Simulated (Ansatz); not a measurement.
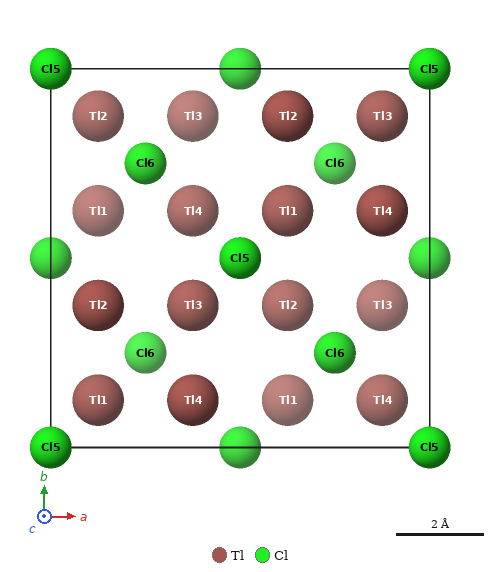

This is the input geometry for a relaxation of crystalline Tl₂Cl (built on the cubic Laves (C15)_227 type) (coarse preliminary run). The picture is a ball-and-stick view of the conventional cell (4 times the calculation's cell), seen along the c axis. Lengths and directions refer to the drawn axes.

Case: cubic Laves (C15) type (Fd-3m, No. 227).

Level of theory: Ansatz 0.2.0, DFT PBE, scalar-relativistic, plane waves, PAW.

The input:
```yaml
crystal:
  lattice:
    - [0.0, 4.3935486418, 4.3935486418]
    - [4.3935486418, 0.0, 4.3935486418]
    - [4.3935486418, 4.3935486418, 0.0]
  atoms:
    - { symbol: Tl, position: [0.625, 0.625, 0.625] }
    - { symbol: Tl, position: [0.125, 0.625, 0.625] }
    - { symbol: Tl, position: [0.625, 0.625, 0.125] }
    - { symbol: Tl, position: [0.625, 0.125, 0.625] }
    - { symbol: Cl, position: [0.0, 0.0, 0.0] }
    - { symbol: Cl, position: [0.25, 0.25, 0.25] }
basis:
  ecutwfc: 420
kpoints:
  mp_grid: { grid: [4, 4, 4] }
hamiltonian:
  xc: pbe
scf:
  occupations: { method: gaussian, width: 0.1 }
  lower_state_search: "off"
output:
  forces: true
  stress: true
  eigenvalues: true
relax:
  adjacent_minimum: "off"
  f_tol: 0.04
  max_steps: 70
  cell: { stress_tol: 0.4 }
```

Launched with:
```bash
ansatz run input.yaml --threads 1 --pin off --max-ram 2560MiB --backend cpu --events-out ev --progress --plain --runs-dir out
```

### Where does the relaxation end?

The atoms keep their places relative to the cell (all moves are under 0.005 Å). The drawn cell changes as follows: a = b = c 8.787 → 9.217 Å (+4.9 %); the volume changes by +15.4 %. The space group stays Fd-3m (No. 227). The energy falls by 55.5 meV per atom in 2 accepted moves (3 points after the start). All forces vanish by symmetry, so only the cell relaxes. The pressure goes from 4.43 to 0.24 GPa. At 1 point the geometry stayed and the basis and grid were re-selected for the new cell (energy shift of 0.7 meV per atom at most each time). The run took 9.3 s on 1 thread of Intel(R) Xeon(R) 6975P-C (Granite Rapids), on a shared host, peak memory 0.48 GiB.

History of the run:

```csv
step,"E − E(0), meV/atom","pressure, GPa","volume, Å³/atom",note
0,0.00,4.43,28.270,
1,-51.00,0.97,31.558,
2,-54.81,0.25,32.623,
3,-55.46,0.24,32.623,"same geometry, new basis"
```

Final geometry:

```
Tl Cl
1.0
     0.00000    4.60839    4.60839
     4.60839    0.00000    4.60839
     4.60839    4.60839    0.00000
Tl Cl
4 2
Direct
  0.62500 0.62500 0.62500
  0.12500 0.62500 0.62500
  0.62500 0.62500 0.12500
  0.62500 0.12500 0.62500
  0.00000 0.00000 0.00000
  0.25000 0.25000 0.25000
```

After the run, drawn alike:

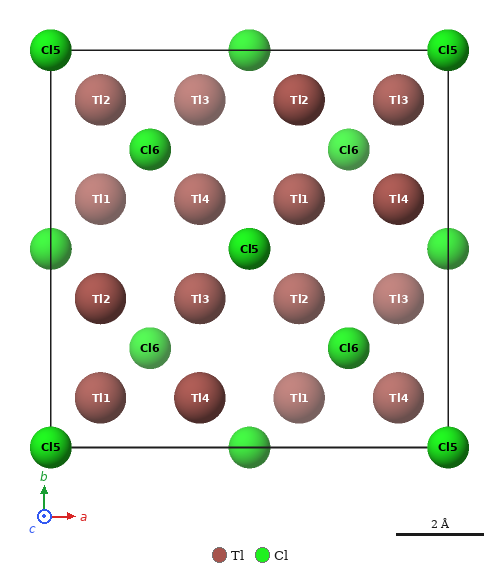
